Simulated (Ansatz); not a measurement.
Consider this structure.

```cif
data_structure
_symmetry_space_group_name_H-M 'I 4/m m m'
_symmetry_Int_Tables_number 139
_cell_length_a 4.3468
_cell_length_b 4.3468
_cell_length_c 13.0774
_cell_angle_alpha 90.000
_cell_angle_beta 90.000
_cell_angle_gamma 90.000
_cell_volume 247.10
loop_
_atom_site_label
_atom_site_type_symbol
_atom_site_symmetry_multiplicity
_atom_site_Wyckoff_symbol
_atom_site_fract_x
_atom_site_fract_y
_atom_site_fract_z
_atom_site_occupancy
Pb1 Pb 4 e 0.50000 0.50000 0.14090 1
Se1 Se 4 e 0.00000 0.00000 0.14584 1
```

Work out the structure from the coordinates.

Answer. The formula is PbSe. The atoms follow space group I4/mmm (No. 139); the Bravais lattice is body-centred tetragonal. Counting shared atoms by their share gives 4 Pb, 4 Se, or 8 atoms. Pb is linked to five Se in a distorted square pyramidal arrangement at 2.79 to 3.07 Å. The coordination shell of Se holds five Pb in a distorted square pyramidal arrangement at 2.79 to 3.07 Å. The bonds build PbSe layers parallel to (001).

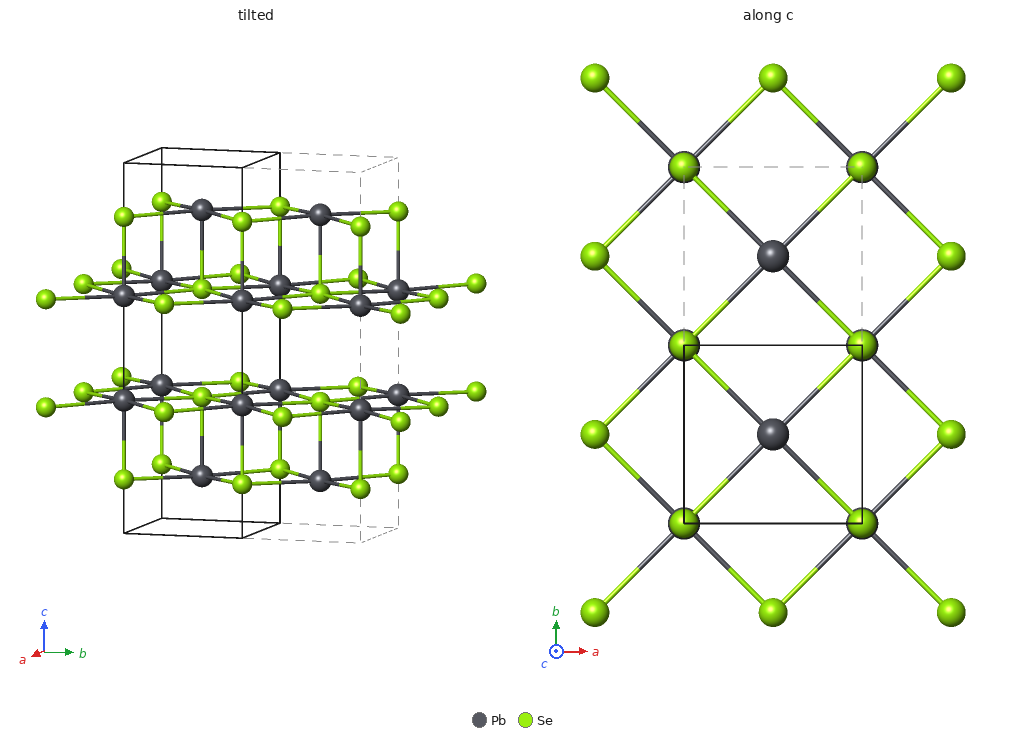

Structure drawing (ball-and-stick), viewed slightly off an axis and along the c axis. The solid frame is a single conventional unit cell within a 1×2×1 block. Some neighbours outside the box are added. Colours: lead dark grey, selenium green.

The structure was taken from a structure listed in the Materials Project. Earlier steps of the study may have refined or changed the cell and positions. It was set up as input for a calculation with Ansatz.
